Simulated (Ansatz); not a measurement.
**Single-point calculation of Ta**

The run: single-point calculation of Ta (Im-3m, 1 atom in the cell). Method and program: DFT PBE, scalar-relativistic, plane waves, PAW, no spin polarisation (Ansatz 0.2.0).

The structure derives from an entry of the Crystallography Open Database. It belongs to a series of runs on one base structure; here: the database's cell and atoms. Figures and captions count atoms from 1; the log counts them from 0 in places.

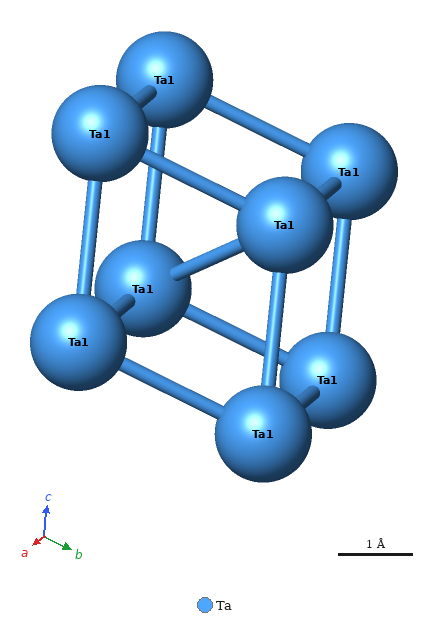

*The structure as given in the input (ball-and-stick view of the cell of the calculation, seen slightly off an axis; atoms are numbered from 1 in the order of the input).*

Near neighbours in the crystal (not all of them lie inside the picture): Ta has 8 Ta at 2.86 Å.

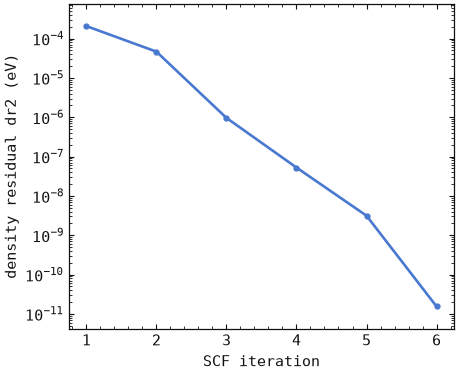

*Convergence of the self-consistent field: density residual dr2 against the SCF iteration.*

The residual falls at every step.

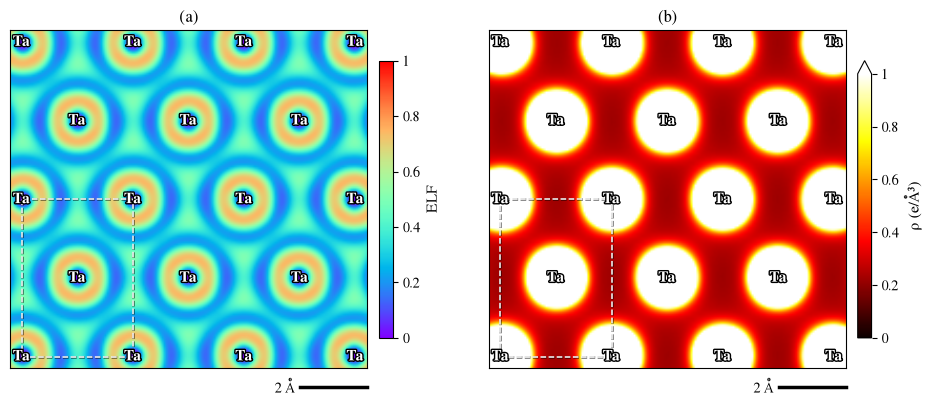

*(a) ELF; (b) valence electron density on the (011̄) plane of the conventional cell.*

The section cuts through Ta sites. Ta–Ta (2.86 Å): the density is about 0.31 e/Å³ at the midpoint; the ELF is about 0.30 at the midpoint (no localised pair between them). Away from the nuclei the density in this plane falls to 0.22 e/Å³ at its lowest. The strong features right at Ta lie inside the PAW spheres (semicore, d or f shells) and say nothing about bonding. The fields are those of the smooth PAW valence density.

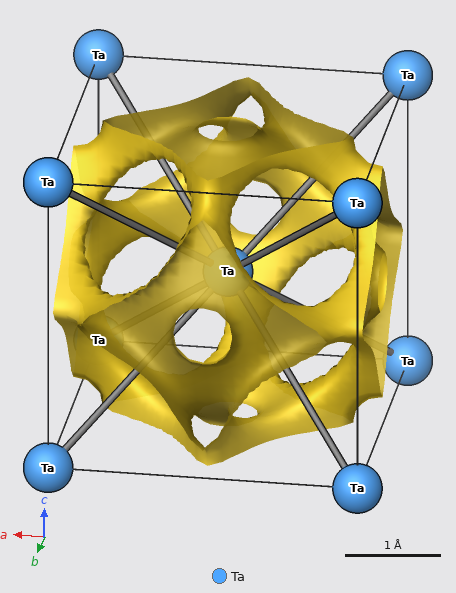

*Isosurface of the ELF at 0.45 (yellow), seen at an oblique angle. Core shells and regions of very low density are left out. Sticks mark near contacts. The outline is the cell set on symmetry axes.*

Values along the shortest contacts: Ta–Ta (2.86 Å): the ELF is about 0.30 at the midpoint (no shared electron pair).

The input and output of the run follow.

### Input file
```yaml
crystal:
  lattice:
    - [-1.65128, 1.65128, 1.65128]
    - [1.65128, -1.65128, 1.65128]
    - [1.65128, 1.65128, -1.65128]
  atoms:
    - { symbol: Ta, position: [0.0, 0.0, 0.0] }
basis:
  ecutwfc: 420
kpoints:
  mp_grid: { grid: [18, 18, 18] }
hamiltonian:
  xc: pbe
scf:
  occupations: { method: gaussian, width: 0.1 }
output:
  forces: true
  stress: true
  eigenvalues: true
  populations: true
  write_density: true
  write_potential: true
  elf: true
  volumetric_format: npy
```

Launch command:
```bash
ansatz run input.yaml --threads 1 --pin off --max-ram 2560MiB --backend cpu --events-out ev --progress --plain --runs-dir out
```

### What the program printed
```
Engine: ansatz 0.2.0, x86_64-unknown-linux-gnu
Pseudopotentials: kind: paw
Pseudopotential: Ta, paw, valence charge 13, recommended cutoff 420 eV (normal), Ta.paw.azcp
Functional definition: PBE
  parameter kappa = 0.804
  parameter beta = 0.06672455060314922
  exchange = pbe_x(kappa = kappa, mu = beta*pi^2/3)
  correlation = pbe_c(beta = beta)
Crystal: 1 atoms, lattice volume = 18.010 Å³
Basis set: ecut = 420 eV, 369 PW (Γ), exchange–correlation on 40×40×40 points (8 copies of the dense FFT grid, shifted against one another)
Bands: 11, of which v1, the nominal top of the filled ones, is band 7 counted from 1 (6 counted from 0)
Symmetry: 48 space group operations
Space group: Im-3m (ITA 229), of the structure as read, at distance tolerance 2.6e-5 Å
k-points: 195 of 5832
Non-local potential: Ta, projectors of the file, l = 0: 3, l = 1: 2, l = 2: 2, l = 3: 1
PAW form: soft (Blöchl's): semilocal exchange-correlation on the pseudo side does not see the compensation charge
PAW one-centre angular grid: Ta, 590 points (default); XC on 64 Gauss nodes
Initial density: superposition of atomic densities (neutral atoms: chi_scale 0, normalization atom), corrected by the library's trained network
Initial wavefunctions: pseudopotential atomic-orbital guess
Functional: x = pbe(κ = 0.804, μ = 0.2195149727645171), c = pbe(β = 0.06672455060314922)
SCF iter   1: F=—  HF=-9932.252058 eV  |F-HF|=—  |Δ(HF+E_count)|=         —  Δρ=2.10e-3  dr2=2.08e-4  ethr=1.77e-3  ⟨swp⟩=5.1  Hψ=12028  notcnv=0
preconditioner: auto → none  [metal: Δε(μ)=0.020 eV  Ē_g=8.312 eV  σ=0.100 eV  W_gap=0.11  n_scr=0 (ndim 8)  ℏωp=19.6 eV  f_vac=0.000  D(μ)=1.21/eV (n_scr^D=12)]
SCF iter   2: F=—  HF=-9932.251930 eV  |F-HF|=—  |Δ(HF+E_count)|=   1.28e-4  Δρ=9.87e-4  dr2=4.66e-5  ethr=1.60e-6  ⟨swp⟩=2.2  Hψ=4733  notcnv=0
SCF iter   3: F=—  HF=-9932.252002 eV  |F-HF|=—  |Δ(HF+E_count)|=   7.18e-5  Δρ=1.52e-4  dr2=9.64e-7  ethr=3.58e-7  ⟨swp⟩=2.0  Hψ=2553  notcnv=0
iter 4 did not close the SCF: its close was put off for the readings that it lacked (scf_convergence_deferred on its scf_iter line)
SCF iter   4: F=-9932.252003 eV  HF=-9932.252003 eV  |F-HF|=2.11e-8  |Δ(HF+E_count)|=   8.45e-7  Δρ=3.21e-5  dr2=5.27e-8  ethr=7.41e-9  ⟨swp⟩=2.0  Hψ=3251  notcnv=0
iter 5 did not close the SCF: its close was put off for the readings that it lacked (scf_convergence_deferred on its scf_iter line)
SCF iter   5: F=-9932.252003 eV  HF=-9932.252003 eV  |F-HF|=1.40e-9  |Δ(HF+E_count)|=   1.66e-8  Δρ=8.18e-6  dr2=3.14e-9  ethr=4.05e-10  ⟨swp⟩=1.4  Hψ=2249  notcnv=0
SCF iter   6: F=-9932.252003 eV  HF=-9932.252003 eV  |F-HF|=9.09e-12  |Δ(HF+E_count)|=   1.08e-9  Δρ=4.70e-7  dr2=1.55e-11  ethr=2.42e-11  ⟨swp⟩=5.9  Hψ=10605  notcnv=0
SCF 1 converged in 6 iterations: F = -9932.252003 eV  dr2 = 1.55e-11
  greatest PAW one-centre occupation: 0.999 electrons in one spin orbital (limit 2), on the Ta atom at site 0 (counted from 0), in its partial waves of l = 0
SCF converged after 6 iterations
Free energy (F): -9932.252003 eV
Harris-Foulkes:  -9932.252003 eV  (|F-HF|=9.09e-12)
Internal energy: -9932.245950 eV  (E = F + TS)
E sigma→0 (E₀):  -9932.248976 eV
Entropy (-TS):   -0.006053 eV (-6.053 meV/atom)
Fermi energy:    18.654508 eV
--- Per-component energies (eV) ---
  E_band       = -103.268810
  E_kinetic    = 366.195056
  E_local      = -547.449776  (includes V_loc(G=0)·N_el)
  E_nonlocal   = 14.912190
  E_hartree    = 190.153154
  E_xc         = -218.545706
  E_vxc        = -204.164585  (∫ρ·V_xc dr)
  E_paw        = -8396.699586  (= ΣΔE_a)
  E_vpaw       = -113.068104  (= ΣTr[D̂ρ^β])
  E_aug_tail   = 0.000163  (compensation charges beyond the density's cutoff)
  E_ewald      = -1340.811443
  E_smearing   = -0.006053  (= −TS)
  E_closure    = 0.000000  (closes the sum)
  Σ components = -9932.252003   (vs F -9932.252003, Δ=0.00e0)
--- Forces (eV/Å), atoms counted from 1 ---
  atom   1  Ta    -0.00000000     0.00000000     0.00000000
  max |Σ_I F_I| component: 3.29e-32 eV/Å
--- Stress (GPa, compression-positive) ---
        2.933952       0.000000       0.000000
       -0.000000       2.933952      -0.000000
        0.000000      -0.000000       2.933952
  P = ⅓ Tr σ = 2.9340 GPa (29.340 kbar)
--- Band table (eV; the first three rows and the last of 195) ---
  k-point 0: bands = ["-48.4281", "-14.3775", "-14.3775", "-14.3775", "10.7430", "19.3785", "19.3785", "19.3785", "22.6531", "22.6531", "33.2631"]
  k-point 1: bands = ["-48.4246", "-14.4161", "-14.3894", "-14.3777", "10.8807", "19.2879", "19.3532", "19.5140", "22.5026", "22.6530", "33.3885"]
  k-point 2: bands = ["-48.4145", "-14.5259", "-14.4235", "-14.3783", "11.2797", "19.0384", "19.2457", "19.9163", "22.1883", "22.6606", "33.7067"]
  k-point 194: bands = ["-48.2257", "-15.1981", "-15.1981", "-15.1981", "14.8374", "14.8374", "25.4864", "25.4864", "25.4864", "27.2515", "27.2515"]
--- Löwdin populations: 1 site ---
  site symbol       q [e]
     0     Ta     12.9136
  spilling = 0.006649 (of n_electrons = 13.000000)
```

### File populations.tsv
```
# site	symbol	l	j	q
# orbitals = lowdin
# n_electrons = 13.000000
# spilling = 0.006649
0	Ta	0_5S	-	1.949231
0	Ta	0_6S	-	0.852951
0	Ta	1_5P	-	5.978117
0	Ta	2_5D	-	4.133263
```

### Key numbers

| quantity | value |
| --- | --- |
| outcome | converged |
| space group (tolerance 0.01 Å) | Im-3m (229) |
| electrons treated | 13 |
| free energy | −9932.2520 eV |
| Fermi energy | 18.655 eV |
| gap on the k-point mesh | none (metallic) |
| pressure | 2.93 GPa |
| largest force (length of the vector) | under 0.001 eV/Å |
| hardware | 1 thread of Intel Xeon (Granite Rapids), 64 GiB of memory available, shared host |
| wall time | 1.6 s |
| peak memory | 0.37 GiB |

### Remarks

Spin–orbit coupling is left out, which matters for Ta.
